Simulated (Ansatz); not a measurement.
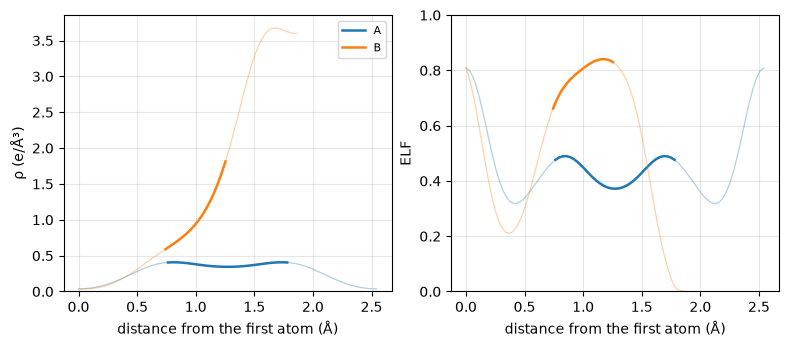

The picture shows: Si2N. Valence pseudo-density and electron localisation function along straight lines between neighbouring atoms. Thin, pale parts lie inside the atomic spheres.

Space group P4₂/mnm.

Computed with DFT PBEsol, scalar-relativistic, plane waves, PAW in Ansatz 0.2.0.

The density is the valence pseudo-density of a PAW calculation; it isn't the true density close to the nuclei.

Which curve belongs to which contact (Si–N and Si–Si)? The first atom named is at distance zero.

Curve A: Si–Si (2.54 Å): ρ is about 0.34 e/Å³ halfway; the ELF is about 0.35 at the midpoint. Curve B: Si–N (1.86 Å): ρ at the midpoint is about 0.82 e/Å³; the ELF peaks at about 0.85 between the atoms.
